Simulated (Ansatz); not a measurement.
## Electronic structure of Ta32HN (cell with a defect) in real space

```
CELL_PARAMETERS angstrom
0.00000 -6.63758 6.63758
-6.63758 0.00000 6.63758
-6.63758 -6.63758 0.00000
ATOMIC_POSITIONS crystal
Ta 0.38035 0.37005 0.87496
Ta 0.24817 0.25586 0.75028
Ta 0.12431 0.12254 0.63455
Ta 0.99384 0.01112 0.48677
Ta 0.86883 0.39281 0.87294
Ta 0.74907 0.25592 0.75020
Ta 0.62271 0.12737 0.62751
Ta 0.49657 0.00541 0.50052
Ta 0.36374 0.88078 0.87530
Ta 0.27871 0.72625 0.72584
Ta 0.12434 0.62523 0.61861
Ta 0.00028 0.50398 0.49888
Ta 0.88241 0.88074 0.87646
Ta 0.74852 0.75761 0.74935
Ta 0.63491 0.62463 0.62041
Ta 0.50367 0.50127 0.49358
Ta 0.36791 0.38043 0.37535
Ta 0.24736 0.25649 0.25048
Ta 0.12523 0.13858 0.12402
Ta 0.97025 0.03474 0.02551
Ta 0.87760 0.38226 0.37263
Ta 0.74318 0.26175 0.25287
Ta 0.61218 0.13613 0.12958
Ta 0.50101 0.00469 0.99814
Ta 0.37973 0.88061 0.36322
Ta 0.24751 0.75745 0.24855
Ta 0.12419 0.64122 0.11485
Ta 0.99953 0.50842 0.99756
Ta 0.86641 0.87975 0.38285
Ta 0.74912 0.75680 0.24933
Ta 0.62452 0.63704 0.11875
Ta 0.49831 0.50666 0.99893
N 0.12726 0.87771 0.88091
H 0.08239 0.92272 0.65929
```

Level of theory: Ansatz, DFT PBE, scalar-relativistic, plane waves, PAW.

The density is the valence pseudo-density of a PAW calculation; it isn't the true density close to the nuclei.

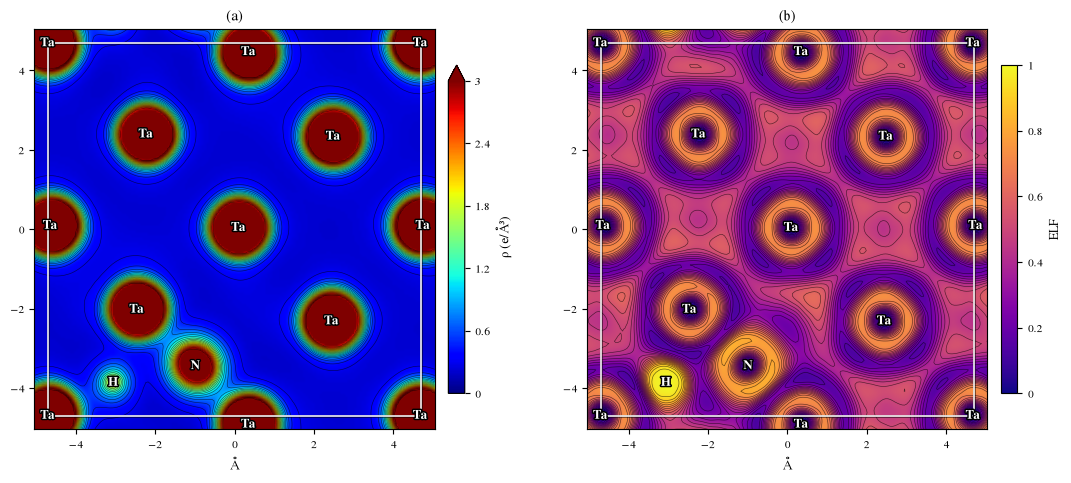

Figure 1. (a) valence pseudo-density; (b) ELF on the (110) plane of the calculation cell.

### What does the map show?

The section cuts through Ta, N and H sites. Ta–H (1.82 Å): ρ at the midpoint is about 0.99 e/Å³; the ELF climbs to about 1 towards the hydrogen. Ta–N (2.00 Å): ρ is about 0.89 e/Å³ halfway; the ELF peaks at about 0.80 in the valence shell of N, 0.6 Å from its nucleus, and drops to about 0.25 between the two atoms (no shared electron pair shows on this line). Ta–H (1.95 Å): ρ is about 0.7 e/Å³ halfway; the ELF climbs to about 1 towards the hydrogen. Between the atoms the lowest density in this plane is 0.2 e/Å³. The features right at Ta lie inside the PAW spheres, where the map follows smoothed inner orbitals and isn't to be read closely.

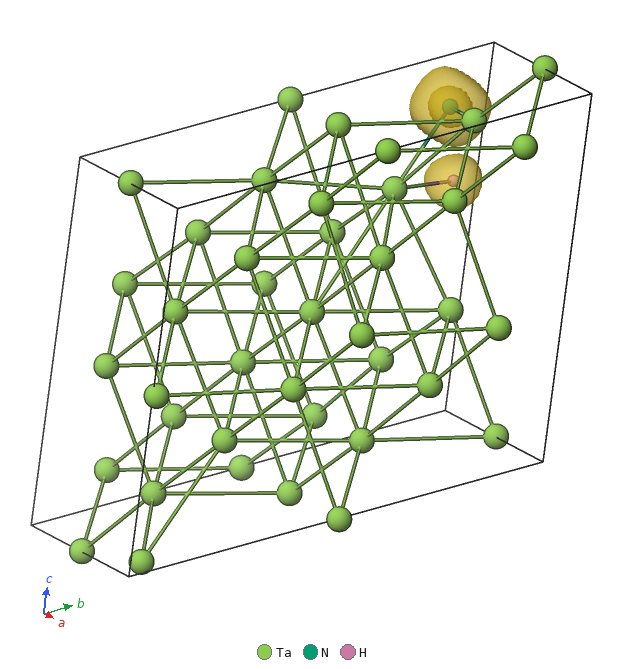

Figure 2. Isosurface of the ELF at 0.7 (yellow), seen slightly off an axis. Core shells and regions of very low density are left out. Sticks mark near contacts.

### What do the ELF domains correspond to?

The surface consists of one region around a hydrogen nucleus and one region wrapped around N (its valence shell), counted in one cell of 34 atoms. Regions shared between cells count once.

### Does the calculation give a band gap?

It is metallic or semimetallic at this level of theory: no gap opens.
